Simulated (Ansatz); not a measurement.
# Two runs on AlN

System: AlN (F-43m, 2 atoms in the cell).
Method of the first run: Kohn-Sham DFT of a periodic cell, BLYP, Ansatz PAW, no spin polarisation (Ansatz 0.2.0).

The structure derives from a Materials Project entry. Text and figures count atoms from 1; the logs count them from 0 in places.

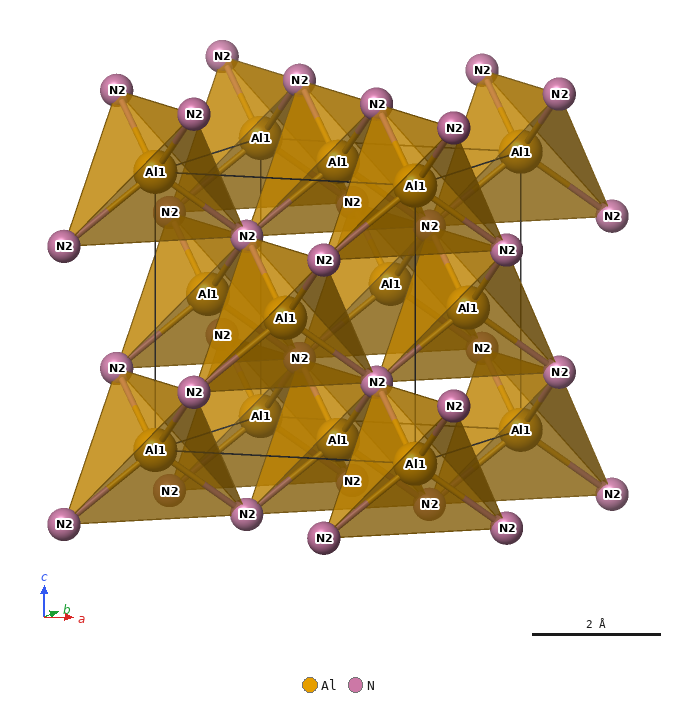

The structure as given in the input (polyhedral view of the cell 4 times as large as that of the calculation, set on its symmetry axes, seen slightly off an axis; polyhedra are completed across the faces of the cell; atoms are numbered from 1 in the order of the input).

### Input file, the first run
```yaml
crystal:
  lattice:
    - [0.0, 2.1984575146, 2.1984575146]
    - [2.1984575146, 0.0, 2.1984575146]
    - [2.1984575146, 2.1984575146, 0.0]
  atoms:
    - { symbol: Al, position: [0.0, 0.0, 0.0] }
    - { symbol: "N", position: [0.25, 0.25, 0.25] }
hamiltonian:
  xc: blyp
  pseudopotentials: { kind: paw }
kpoints:
  mp_grid: { grid: [10, 10, 10] }
scf:
  occupations: { method: fermi_dirac, width: 0.05 }
output:
  forces: true
  stress: true
  eigenvalues: true
```

Launched with:
```bash
ansatz run input.yaml --threads 2 --pin off --max-ram 5120MiB --backend cpu --events-out ev --progress --plain --runs-dir out
```

Hardware: 2 threads of Arm Neoverse V2, 24 GiB of memory available, shared host.

### Output, shortened to warnings, some set-up lines, iterations and results (the first run)
```
Basis set: ecut = 420 eV, 411 PW (Γ), exchange–correlation on 48×48×48 points (8 copies of the dense FFT grid, shifted against one another)
Symmetry: 24 space group operations
k-points: 47 of 1000 (time reversal used)
Initial density: superposition of atomic densities (neutral atoms: chi_scale 0, normalization atom), corrected by the library's trained network
[...]
SCF iter   1: F=—  HF=-929.104902 eV  |F-HF|=—  |Δ(HF+E_count)|=         —  Δρ=1.96e-2  dr2=7.54e-2  ethr=1.77e-3  ⟨swp⟩=4.9  Hψ=2765  notcnv=0
SCF iter   2: F=—  HF=-929.086321 eV  |F-HF|=—  |Δ(HF+E_count)|=   1.86e-2  Δρ=7.88e-3  dr2=1.21e-2  ethr=9.42e-4  ⟨swp⟩=2.8  Hψ=1106  notcnv=0
SCF iter   3: F=—  HF=-929.082676 eV  |F-HF|=—  |Δ(HF+E_count)|=   3.65e-3  Δρ=1.06e-3  dr2=2.06e-4  ethr=1.52e-4  ⟨swp⟩=2.4  Hψ=692  notcnv=0
SCF iter   4: F=—  HF=-929.082685 eV  |F-HF|=—  |Δ(HF+E_count)|=   8.74e-6  Δρ=8.28e-5  dr2=7.45e-7  ethr=2.58e-6  ⟨swp⟩=2.7  Hψ=582  notcnv=0
SCF iter   5: F=—  HF=-929.082679 eV  |F-HF|=—  |Δ(HF+E_count)|=   5.58e-6  Δρ=1.51e-5  dr2=2.83e-8  ethr=9.31e-9  ⟨swp⟩=2.7  Hψ=575  notcnv=0
SCF iter   6: F=-929.082679 eV  HF=-929.082679 eV  |F-HF|=1.06e-10  |Δ(HF+E_count)|=   7.20e-8  Δρ=5.63e-7  dr2=3.60e-11  ethr=3.54e-10  ⟨swp⟩=1.9  Hψ=1235  notcnv=0
SCF 1 converged in 6 iterations: F = -929.082679 eV  dr2 = 3.60e-11
SCF converged after 6 iterations
Free energy (F): -929.082679 eV
Harris-Foulkes:  -929.082679 eV  (|F-HF|=1.06e-10)
Internal energy: -929.082679 eV  (E = F + TS)
E sigma→0 (E₀):  -929.082679 eV
Fermi energy:    9.037337 eV
--- Per-component energies (eV) ---
  E_band       = 17.591700
  E_kinetic    = 159.746060
  E_local      = -228.151867  (includes V_loc(G=0)·N_el)
  E_nonlocal   = 56.571370
  E_hartree    = 79.521389
  E_xc         = -100.144548
  E_vxc        = -105.626706  (∫ρ·V_xc dr)
  E_paw        = -601.987434  (= ΣΔE_a)
  E_vpaw       = -23.989995  (= ΣTr[D̂ρ^β])
  E_aug_tail   = 0.000098  (compensation charges beyond the density's cutoff)
  E_ewald      = -294.652159
  E_core_change = 0.014411  (= ΣΔE_core)
  E_smearing   = -0.000000  (= −TS)
  E_closure    = 0.000000  (closes the sum)
  Σ components = -929.082679   (vs F -929.082679, Δ=0.00e0)
--- Forces (eV/Å), atoms counted from 1 ---
  atom   1  Al     0.00000000    -0.00000000     0.00000000
  atom   2  N     -0.00000000     0.00000000    -0.00000000
  max |Σ_I F_I| component: 1.30e-16 eV/Å
--- Stress (GPa, compression-positive) ---
        3.668514       0.000000      -0.000000
        0.000000       3.668514       0.000000
        0.000000       0.000000       3.668514
  P = ⅓ Tr σ = 3.6685 GPa (36.685 kbar)
```

The input of the second run differs as follows (lines with − go, lines with + come):
```diff
-  xc: blyp
+  xc: hiss
-  mp_grid: { grid: [10, 10, 10] }
+  mp_grid: { grid: [5, 5, 5] }
+  exx: { singularity: none }
```

Predict how the results change.

The total energies belong to different methods, so their difference says nothing on which is more stable or more accurate. The gap on the mesh goes from 3.67 to 5.89 eV. The pressure goes from 3.67 to −7.28 GPa. The functional changes from BLYP to hiss. The SCF takes 10 iterations against 6. The irreducible k-points go from 47 to 10.

### Output, shortened to warnings, some set-up lines, iterations and results (the second run)
```
Warning: output.stress: scf.convergence.dr2_threshold = 1e-7 eV (the SCF's general default) is looser than the 2e-10 eV advised for a printed stress (1e-10 eV for each atom of the cell: 2). What an SCF threshold leaves in a stress goes as its square root, and in the free energy as the threshold itself, and one threshold admits the most on a small cell: of the crystals measured, under no hybrid …
Warning: output.stress: scf.exx.energy_threshold = 1e-6 eV is looser than the 2e-8 eV advised for a stress under a hybrid functional (1e-8 eV for each atom of the cell: 2). Every SCF of the exchange loop can meet its threshold on dr2 while the loop round them stops early: no threshold on dr2 bounds what that leaves in the stress. Set scf.exx.energy_threshold to 2e-8 eV or tighter. The threshold …
Basis set: ecut = 420 eV, 411 PW (Γ), exchange–correlation on 48×48×48 points (8 copies of the dense FFT grid, shifted against one another)
Symmetry: 24 space group operations
k-points: 10 of 125 (time reversal used)
Initial density: superposition of atomic densities (neutral atoms: chi_scale 0, normalization atom), corrected by the library's trained network
[...]
SCF iter   1: F=—  HF=-924.962184 eV  |F-HF|=—  |Δ(HF+E_count)|=         —  Δρ=4.98e-3  dr2=4.79e-3  ethr=1.77e-3  ⟨swp⟩=6.9  Hψ=399  notcnv=0
SCF iter   2: F=-924.960595 eV  HF=-924.961133 eV  |F-HF|=5.37e-4  |Δ(HF+E_count)|=   1.05e-3  Δρ=1.88e-3  dr2=6.95e-4  ethr=5.98e-5  ⟨swp⟩=3.1  Hψ=206  notcnv=0
SCF 1 stopped early in 2 iterations: F = -924.960595 eV  dr2 = 6.95e-4
SCF iter   1: F=—  HF=-926.461115 eV  |F-HF|=—  |Δ(HF+E_count)|=         —  Δρ=7.58e-3  dr2=1.38e-2  ethr=8.68e-5  ⟨swp⟩=5.1  Hψ=345  notcnv=0
SCF iter   2: F=—  HF=-926.456706 eV  |F-HF|=—  |Δ(HF+E_count)|=   4.41e-3  Δρ=4.50e-3  dr2=3.68e-3  ethr=8.68e-5  ⟨swp⟩=3.0  Hψ=187  notcnv=0
SCF iter   3: F=—  HF=-926.466077 eV  |F-HF|=—  |Δ(HF+E_count)|=   9.37e-3  Δρ=2.39e-3  dr2=1.54e-3  ethr=2.34e-5  ⟨swp⟩=2.8  Hψ=145  notcnv=0
SCF iter   4: F=—  HF=-926.465597 eV  |F-HF|=—  |Δ(HF+E_count)|=   4.79e-4  Δρ=3.85e-4  dr2=7.89e-5  ethr=3.86e-7  ⟨swp⟩=3.8  Hψ=300  notcnv=0
SCF iter   5: F=—  HF=-926.465809 eV  |F-HF|=—  |Δ(HF+E_count)|=   2.11e-4  Δρ=3.69e-4  dr2=4.04e-5  ethr=3.31e-7  ⟨swp⟩=3.0  Hψ=142  notcnv=0
SCF iter   6: F=-926.465798 eV  HF=-926.465797 eV  |F-HF|=7.09e-7  |Δ(HF+E_count)|=   1.18e-5  Δρ=3.33e-5  dr2=7.29e-7  ethr=3.31e-7  ⟨swp⟩=3.0  Hψ=144  notcnv=0
SCF 2 stopped early in 6 iterations: F = -926.465798 eV  dr2 = 7.29e-7
SCF iter   1: F=—  HF=-926.465721 eV  |F-HF|=—  |Δ(HF+E_count)|=         —  Δρ=1.36e-5  dr2=2.99e-8  ethr=3.95e-7  ⟨swp⟩=4.3  Hψ=228  notcnv=0
SCF iter   2: F=-926.465721 eV  HF=-926.465721 eV  |F-HF|=1.21e-9  |Δ(HF+E_count)|=   1.02e-7  Δρ=1.03e-5  dr2=8.49e-9  ethr=2.77e-10  ⟨swp⟩=4.3  Hψ=220  notcnv=0
SCF 3 converged in 2 iterations: F = -926.465721 eV  dr2 = 8.49e-9
  Residual-converged pass: ⟨swp⟩=2.9  Hψ=137  notcnv=0  max |occ|·‖R‖ = 1.7e-6 eV (tolerance 2.4e-6 eV)  dr2=8.45e-9  dr2_onsite=1.71e-9  max |Δocc| = 0.0e0
hybrid outer 2: dexx = +5.203e-8 eV, tail = 2.11e-8 eV, Δε = 1.26e-3 eV (about 1.01e-4 eV left of the loop's levels)
hybrid SCF converged: 2 outer / 8 inner (+2 warm-up), last move |dexx| = 5.20e-8 eV, tail = 2.11e-8 eV
Stability not checked: this state was not tested for a lower state beside it, because the functional holds exact exchange (a hybrid, or Hartree-Fock), whose exchange loop this test does not read (fock_operator; see scf.lower_state_search)
Free energy (F): -926.465721 eV
Frozen-core exchange: fock
Harris-Foulkes:  -926.465721 eV  (|F-HF|=1.21e-9)
Internal energy: -926.465721 eV  (E = F + TS)
E sigma→0 (E₀):  -926.465721 eV
Fermi energy:    8.248956 eV
--- Per-component energies (eV) ---
  E_band       = -3.472701
  E_kinetic    = 160.041606
  E_local      = -226.099975  (includes V_loc(G=0)·N_el)
  E_nonlocal   = 54.036953
  E_hartree    = 79.290573
  E_xc         = -76.109380
  E_vxc        = -82.181740  (∫ρ·V_xc dr)
  E_exx        = -23.767295  (= α·E_x^exact, valence–valence)
  E_paw        = -599.189830  (= ΣΔE_a)
  E_vpaw       = -20.315386  (= ΣTr[D̂ρ^β])
  E_aug_tail   = 0.000099  (compensation charges beyond the density's cutoff)
  E_ewald      = -294.652159
  E_core_change = -0.016312  (= ΣΔE_core)
  E_smearing   = -0.000000  (= −TS)
  E_closure    = -0.000000  (closes the sum)
  Σ components = -926.465721   (vs F -926.465721, Δ=0.00e0)
--- Forces (eV/Å), atoms counted from 1 ---
  atom   1  Al     0.00000000    -0.00000000    -0.00000000
  atom   2  N     -0.00000000     0.00000000     0.00000000
  max |Σ_I F_I| component: 1.94e-16 eV/Å
--- Stress (GPa, compression-positive) ---
       -7.282173      -0.000000      -0.000000
        0.000000      -7.282173       0.000000
       -0.000000       0.000000      -7.282173
  P = ⅓ Tr σ = -7.2822 GPa (-72.822 kbar)
```

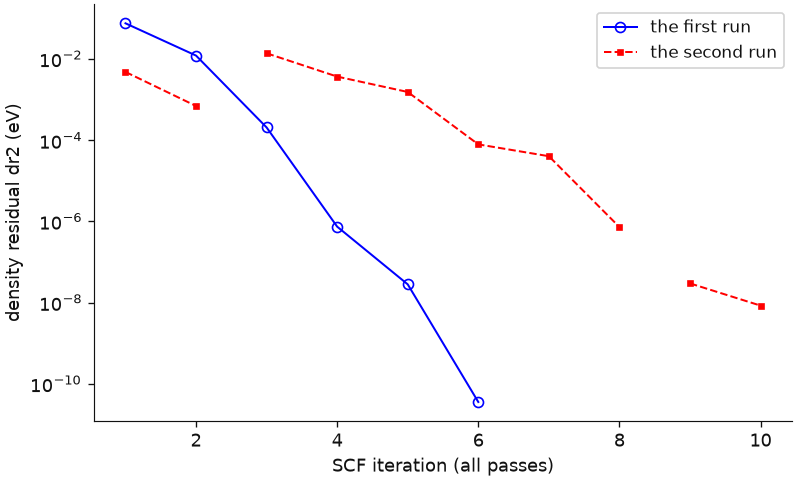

Convergence of the two runs: density residual dr2 against the SCF iteration. A break in a curve parts two SCF passes. The first run takes 6 iterations in all, and the second run takes 10.

### The two runs side by side

| quantity | the first run | the second run |
| --- | --- | --- |
| outcome | converged | converged |
| free energy per atom (eV) | −464.5413 | −463.2329 |
| gap on the mesh (eV) | 3.67 | 5.89 |
| pressure (GPa) | 3.67 | −7.28 |
| largest force (eV/Å) | 0.000 | 0.000 |
| SCF iterations | 6 | 10 |
| irreducible k-points | 47 | 10 |
| plane waves at Γ | 411 | 411 |

For the first run: Points of doubt noted for this run: forces on files of another functional. For the second run: Warnings: the exchange loop's threshold is looser than advised for the stress; the SCF threshold is looser than advised for the printed stress. The cell is under a tension of 7.3 GPa at this level, so it is not at its equilibrium volume.
